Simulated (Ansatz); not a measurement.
## Run report: C₂₄Cl, single-point calculation (part 2 of 2)

C₂₄Cl (slab, 25 atoms in the cell); DFT PBE+D3(BJ), scalar-relativistic, plane waves, PAW, PAW set soft_1, spin-polarised (Ansatz 0.2.0); cutoff 420 eV, 6×4×1 k-mesh, Gaussian smearing of 0.05 eV, collinear spins. The structure derives from an entry of the Crystallography Open Database.

## Output, continued
```
Internal energy: -7081.082983 eV  (E = F + TS)
E sigma→0 (E₀):  -7081.087014 eV
Entropy (-TS):   -0.008060 eV (-0.322 meV/atom)
Fermi energy:    -1.997392 eV
Dipole field:    D = -0.085478 V/Å  (p = -0.355386 e·Å, saw-weighted, corrected)
Work function:   Φ+ = 6.7942 eV   Φ− = 4.8943 eV
Levels:          The Fermi level and band energies are counted from a zero that moves with the ramp; work functions are not
--- Per-component energies (eV) ---
  E_band       = -1072.121230
  E_kinetic    = 2234.012534
  E_local      = -51960.753730  (includes V_loc(G=0)·N_el)
  E_nonlocal   = 599.510966
  E_hartree    = 24866.172806
  E_xc         = -1217.710566
  E_vxc        = -1481.339586  (∫ρ·V_xc dr)
  E_paw        = -3058.442537  (= ΣΔE_a)
  E_vpaw       = -188.027625  (= ΣTr[D̂ρ^β])
  E_aug_tail   = 0.000501  (compensation charges beyond the density's cutoff)
  E_efield     = 0.015189  (sawtooth field / dipole correction)
  E_vefield    = -7.873789  (∫n·V_field dr)
  E_ewald      = 21459.077279
  E_disp       = -2.965425  (pairwise vdW)
  E_smearing   = -0.008060  (= −TS)
  E_closure    = 0.000000  (closes the sum)
  Σ components = -7081.091044   (vs F -7081.091044, Δ=0.00e0)
--- Forces (eV/Å), atoms counted from 1 ---
  atom   1  C      0.03284934     0.54963011     2.58464076
  atom   2  C      0.04164657     0.55758971     2.50222188
  atom   3  C     -0.02956233     0.55406840     2.58377554
  atom   4  C     -0.03801461     0.56141707     2.53297333
  atom   5  C     -0.00266313    -0.74971235    -3.47437955
  atom   6  C      0.00943578    -0.78625297    -3.40479100
  atom   7  C     -0.00110121    -0.77761074    -3.61073976
  atom   8  C     -0.00943318    -0.78235403    -3.45839118
  atom   9  C      0.00242191     0.20377959     0.91573739
  atom  10  C     -0.00863137     0.17786186     0.90547393
  atom  11  C      0.00325590     0.24282284     1.09228404
  atom  12  C      0.00546540     0.28011920     1.10233314
  atom  13  C     -0.01523678     0.11068395     0.55765987
  atom  14  C     -0.13625880     0.30058308     0.60325720
  atom  15  C      0.01013472     0.10633209     0.56253366
  atom  16  C      0.16910189     0.27116136     0.57529240
  atom  17  C      0.09236059    -0.06976668    -0.34644518
  atom  18  C      0.11825264    -0.13320141    -0.32271039
  atom  19  C     -0.08822165    -0.07435747    -0.33244141
  atom  20  C     -0.15894699    -0.13372531    -0.13313944
  atom  21  C     -0.00631129    -0.01013430    -0.15202764
  atom  22  C      0.30575112    -0.83963533     1.69779790
  atom  23  C     -0.00152268    -0.03485233    -0.28837429
  atom  24  C     -0.04721890    -0.23224392    -0.06840004
  atom  25  Cl    -0.24755474     0.70774842    -2.62405510
  max |Σ_I F_I| component: 8.61e-5 eV/Å
--- Band table (eV; the first three rows and the last of 28) ---
  k-point 0 ↑: bands = ["-21.2421", "-20.9466", "-19.6268", "-19.3321", "-17.3361", "-17.0486", "-17.0223", "-16.9217", "-16.8532", "-16.8311", "-15.4731", "-15.4212", "-15.2447", "-15.1546", "-15.0086", "-13.5366", "-13.4474", "-13.2928", "-13.1804", "-12.9431", "-12.5521", "-9.9317", "-9.8450", "-9.6194", "-9.3947", "-9.3380", "-8.9433", "-8.5245", "-8.3769", "-8.3230", "-8.2160", "-8.0439", "-7.3698", "-7.2277", "-6.6458", "-6.0178", "-5.9864", "-5.7576", "-4.9899", "-4.9625", "-4.7451", "-4.7153", "-4.5953", "-4.3790", "-4.3326", "-4.2983", "-3.4594", "-3.2614", "-3.1325", "-2.6062", "-1.9591", "-1.8422", "-1.8171", "-1.5491", "-1.4361", "-1.2153", "-1.1231", "-0.7258", "-0.0600", "-0.0568", "0.3633", "0.3687", "0.9878", "1.8817", "2.7361", "3.0699", "3.9367", "4.0769", "4.2412", "4.6056", "5.2828", "5.3629", "5.6650", "5.7286", "5.7928", "5.8558", "6.1933"]
  k-point 1 ↑: bands = ["-21.2083", "-20.9851", "-19.6048", "-19.3565", "-17.3255", "-17.0612", "-17.0383", "-16.9556", "-16.8154", "-16.8150", "-15.4797", "-15.4219", "-15.2517", "-15.1450", "-14.9988", "-13.5426", "-13.4525", "-13.2867", "-13.1754", "-12.9399", "-12.5538", "-9.8452", "-9.7121", "-9.6199", "-9.3951", "-9.3385", "-8.9399", "-8.5230", "-8.4387", "-8.3713", "-8.3287", "-7.9667", "-7.3687", "-7.2289", "-6.8907", "-6.0175", "-5.8498", "-5.7579", "-5.0891", "-4.9993", "-4.9062", "-4.8705", "-4.6108", "-4.3529", "-4.2431", "-4.1913", "-3.4609", "-3.2588", "-3.1294", "-2.5789", "-1.9592", "-1.8443", "-1.8154", "-1.5585", "-1.3883", "-1.1393", "-1.0963", "-0.7344", "-0.0802", "-0.0502", "0.4423", "0.4821", "1.1157", "1.8386", "2.9087", "3.6316", "3.9813", "4.2013", "4.3879", "4.7599", "5.0175", "5.3164", "5.4042", "5.6156", "5.7409", "5.9240", "6.0523"]
  k-point 2 ↑: bands = ["-21.1549", "-21.0432", "-19.5774", "-19.3864", "-17.3141", "-17.0714", "-17.0552", "-16.9767", "-16.8008", "-16.7907", "-15.4860", "-15.4223", "-15.2581", "-15.1359", "-14.9897", "-13.5484", "-13.4574", "-13.2810", "-13.1705", "-12.9367", "-12.5555", "-9.8454", "-9.6204", "-9.3954", "-9.3391", "-9.1682", "-9.0983", "-8.9249", "-8.5158", "-8.3637", "-8.3366", "-7.5576", "-7.3690", "-7.3676", "-7.2301", "-6.0172", "-5.7583", "-5.5896", "-5.3409", "-5.0394", "-5.0183", "-4.9470", "-4.6216", "-4.3519", "-4.1817", "-4.1393", "-3.4625", "-3.2562", "-3.1263", "-2.5416", "-1.9614", "-1.8468", "-1.8138", "-1.5391", "-1.3469", "-1.1008", "-1.0722", "-0.7452", "-0.0568", "-0.0138", "0.5010", "0.5638", "1.2958", "1.7376", "3.2508", "3.6327", "4.3727", "4.6231", "4.8091", "4.8504", "5.1847", "5.2355", "5.3084", "5.3469", "5.4902", "5.5668", "5.9877"]
  k-point 13 ↓: bands = ["-20.1843", "-20.1777", "-19.9432", "-19.9099", "-18.7094", "-18.6974", "-18.4275", "-18.2696", "-16.4959", "-16.4772", "-16.1459", "-16.0300", "-15.4161", "-12.7470", "-12.7187", "-12.4371", "-12.3147", "-11.4812", "-11.4295", "-11.1911", "-11.1701", "-10.9004", "-10.8666", "-10.6089", "-10.5324", "-9.2812", "-9.2563", "-8.9554", "-8.9456", "-8.6893", "-8.6530", "-8.4451", "-8.4439", "-8.3676", "-8.2147", "-7.2392", "-7.2286", "-6.8279", "-6.7993", "-5.8187", "-5.7484", "-4.8291", "-4.6990", "-4.5594", "-4.3845", "-4.3666", "-3.9308", "-3.8535", "-3.7746", "-3.6012", "-3.1650", "-3.0861", "-1.7142", "-1.6596", "-1.6413", "-1.1957", "0.1222", "0.1672", "0.5495", "0.6813", "2.7170", "2.7773", "3.1359", "3.3389", "4.2481", "4.2515", "4.8803", "4.8981", "4.9406", "4.9546", "5.1990", "5.2584", "5.5736", "5.6262", "5.6986", "5.7137", "5.8649"]
--- Löwdin populations: 25 sites ---
  site symbol       q [e]    m [muB]
     0      C      3.9181     1.2194
     1      C      3.9265    -1.1697
     2      C      3.9180     1.2192
     3      C      3.9223    -1.1796
     4      C      3.9891    -0.1244
     5      C      3.9886     0.0974
     6      C      3.9890    -0.1292
     7      C      3.9882     0.1005
     8      C      3.9711     0.1539
     9      C      3.9674    -0.0998
    10      C      3.9707     0.1240
    11      C      3.9695    -0.0851
    12      C      3.9508    -0.0874
    13      C      3.9542    -0.0574
    14      C      3.9501    -0.0873
    15      C      3.9532    -0.0595
    16      C      3.9918     0.0617
    17      C      3.9769     0.0712
    18      C      3.9915     0.0615
    19      C      3.9799     0.0711
    20      C      3.8722    -1.0922
    21      C      3.8650    -0.2622
    22      C      3.8749     0.7018
    23      C      3.8740    -1.0911
    24     Cl      7.2071    -0.0062
  spilling = 0.010097 (of n_electrons = 103.000000)
```

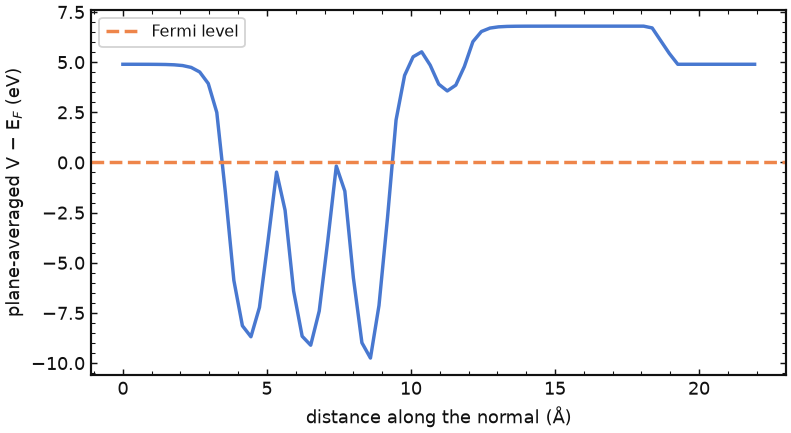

Figure 1. Plane average of the electrostatic potential energy of an electron across the cell, from the Fermi level. The vacuum level lies 6.79 eV above the Fermi level on the upper side and 4.89 eV on the lower.

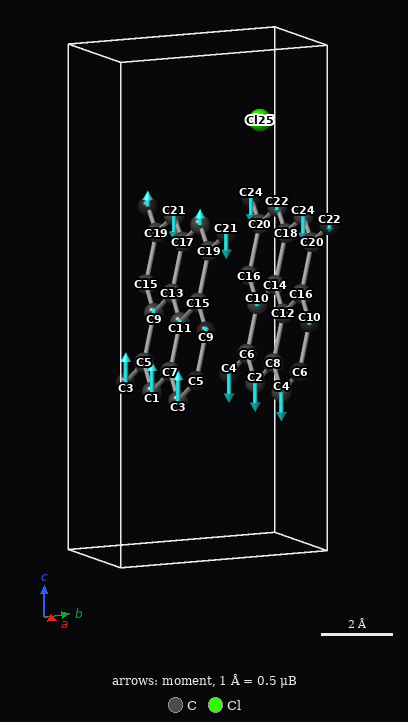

Figure 2. Magnetic moments of the sites as teal arrows (ball-and-stick view of the cell of the calculation, with the vacuum cut short, seen slightly off an axis; neighbours outside the cell are drawn fainter; atoms are numbered from 1 in the order of the input); small moments hardly show. The run is collinear, so the axis drawn is arbitrary. Site moments: C1, C3 (0.43 μB); C4 (−0.42 μB); C2 (−0.41 μB); C24 (−0.37 μB); C21 (−0.36 μB); C23 (0.23 μB); C22 (−0.10 μB), among others. They are counted near the atoms and needn't add up to the moment of the cell.

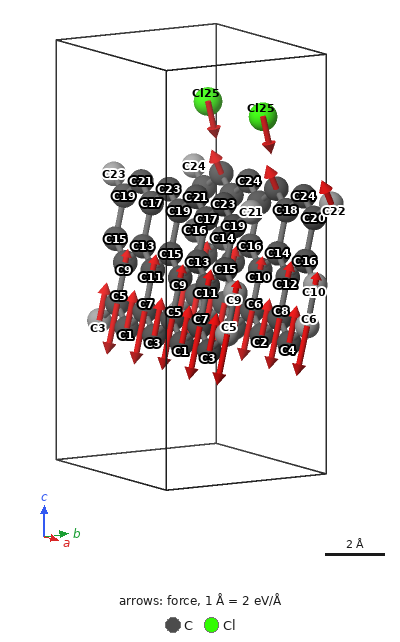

Figure 3. Forces on the atoms as red arrows (ball-and-stick view of the 2 × 1 repeat of the cell, with the vacuum cut short, seen slightly off an axis; neighbours outside the cell are drawn fainter; atoms are numbered from 1 in the order of the input); the smallest are left out. The largest act on C7 (3.69 eV/Å); C5 (3.55 eV/Å); C8 (3.55 eV/Å); C6 (3.49 eV/Å), among others. The geometry is not a stationary point of this energy.

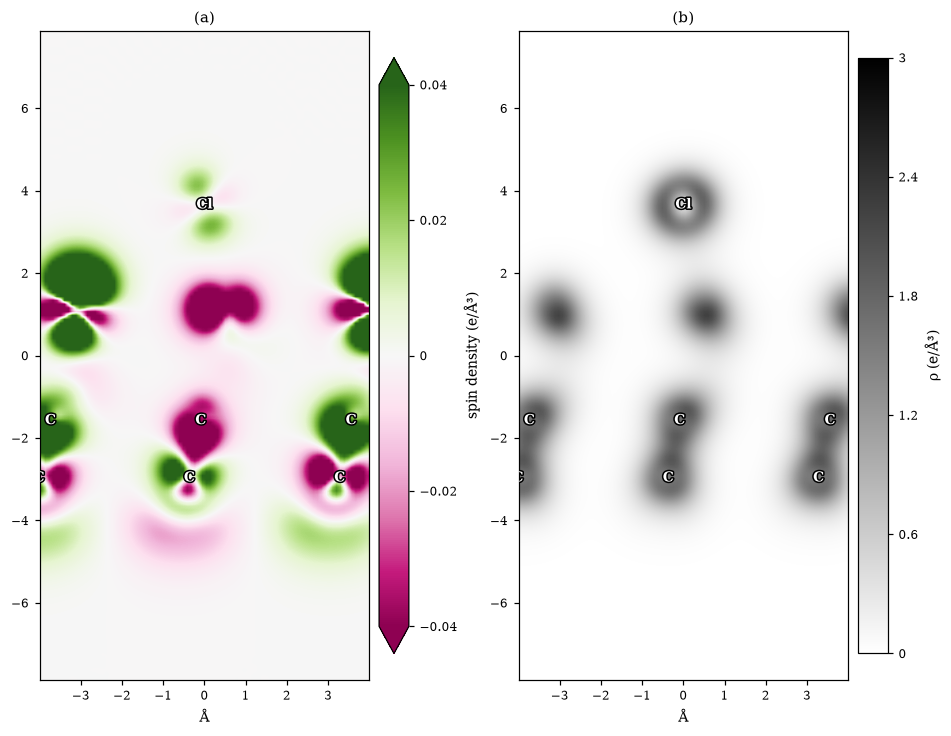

Figure 4. (a) spin density (up minus down); (b) valence electron density on the (11̄0) plane of the calculation cell, a cut from vacuum to vacuum. Atoms in the plane: C and Cl. C–C (1.42 Å): the density is about 2 e/Å³ at the midpoint, a local maximum along the line. The density dies away to nearly zero in the vacuum. The spin density sits on C: +0.4 μB (×2) and −0.4 μB (×4) in one cell of 25 atoms: ferrimagnetic. The cell of the calculation (25 atoms) carries 1.7 μB net. The fields are those of the smooth PAW valence density.

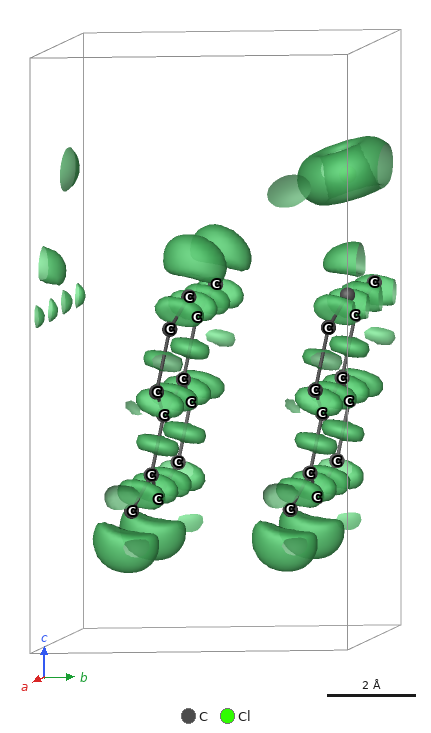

Figure 5. Isosurface of the electron localisation function at 0.85 (green), seen slightly off an axis. Only the valence region is drawn (cores and ρ < 0.01 e/Å³ removed). Sticks mark near contacts. Values along the shortest contacts: C–C (1.38 Å): the ELF peaks at about 0.90 between the atoms, as expected for localised, shared-pair bonding.

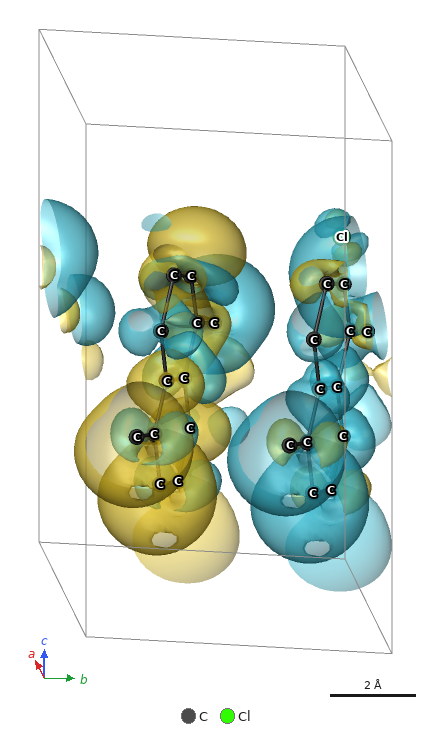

Figure 6. Isosurfaces of the spin density at +0.015 (yellow) and −0.015 e/Å³ (cyan), seen at an oblique angle. Sticks mark near contacts. The spin density sits on C: +0.4 μB (×2) and −0.4 μB (×4) in one cell of 25 atoms: ferrimagnetic. The cell of the calculation (25 atoms) carries 1.7 μB net.

This output came from the following input.

## Input
```yaml
crystal:
  lattice:
    - [4.9299148964, 0.0, 0.0]
    - [-2.4649574482, 6.8655575602, 0.0]
    - [0.0, 0.0, 22.2276614583]
  atoms:
    - { symbol: C, position: [0.4018120009, 0.3036240018, 0.179955953] }
    - { symbol: C, position: [0.4018120009, 0.8036240018, 0.179955953] }
    - { symbol: C, position: [0.9018120009, 0.3036240018, 0.179955953] }
    - { symbol: C, position: [0.9018120009, 0.8036240018, 0.179955953] }
    - { symbol: C, position: [0.1626401228, 0.3252802456, 0.2112622661] }
    - { symbol: C, position: [0.1626401228, 0.8252802456, 0.2112622661] }
    - { symbol: C, position: [0.6626401228, 0.3252802456, 0.2112622661] }
    - { symbol: C, position: [0.6626401228, 0.8252802456, 0.2112622661] }
    - { symbol: C, position: [0.1840380628, 0.3680761257, 0.2739087028] }
    - { symbol: C, position: [0.1840380628, 0.8680761256, 0.2739087028] }
    - { symbol: C, position: [0.6840380628, 0.3680761257, 0.2739087028] }
    - { symbol: C, position: [0.6840380628, 0.8680761256, 0.2739087028] }
    - { symbol: C, position: [0.444737235, 0.3894666462, 0.304421077] }
    - { symbol: C, position: [0.444737235, 0.8894666462, 0.304421077] }
    - { symbol: C, position: [0.944737235, 0.3894666462, 0.304421077] }
    - { symbol: C, position: [0.944737235, 0.8894666462, 0.304421077] }
    - { symbol: C, position: [0.4674579781, 0.4348943653, 0.3699089481] }
    - { symbol: C, position: [0.4674579781, 0.9348943653, 0.3699089481] }
    - { symbol: C, position: [0.9674579781, 0.4348943653, 0.3699089481] }
    - { symbol: C, position: [0.9674579781, 0.9348943653, 0.3699089481] }
    - { symbol: C, position: [0.2271533363, 0.4542695608, 0.3971475576] }
    - { symbol: C, position: [0.2271533363, 0.9542695608, 0.3971475576] }
    - { symbol: C, position: [0.7271533363, 0.4542695608, 0.3971475576] }
    - { symbol: C, position: [0.7271533363, 0.9542695608, 0.3971475576] }
    - { symbol: Cl, position: [0.2271533363, 0.8709362275, 0.5096200282], spin: 1.0 }
basis:
  ecutwfc: 420
kpoints:
  mp_grid: { grid: [6, 4, 1] }
hamiltonian:
  xc: pbe
  pseudopotentials: { kind: paw, azcp: { folder: soft_1 } }
  dispersion: d3bj
scf:
  occupations: { method: gaussian, width: 0.05 }
output:
  forces: true
  eigenvalues: true
  populations: true
  write_density: true
  write_potential: true
  elf: true
  volumetric_format: npy
magnetization:
  spin_polarized: true
efield:
  axis: 3
  dipole_correction: true
  ramp_width: 0.04
```

Launch command:
```bash
ansatz run input.yaml --threads 4 --pin off --max-ram 12288MiB --backend cpu --events-out ev --progress --plain --runs-dir out
```

## Results in brief

- outcome: converged
- electrons treated: 103
- free energy: −7081.0910 eV
- work function, top face: 6.79 eV
- work function, bottom face: 4.89 eV
- Fermi energy: −1.997 eV
- gap on the k-point mesh: none (metallic)
- net moment of the cell: −1.67 μB
- integrated absolute moment: 8.79 μB
- work function (upper face): 6.79 eV
- largest force (length of the vector): 3.694 eV/Å
- hardware: 4 threads of Arm Neoverse V2, 24 GiB of memory available, shared host
- wall time: 1.7 min (CPU time 6.6 min)
- peak memory: 2.1 GiB

## Remarks

The program warns: the exchange-correlation potential is rough where the density is thin.
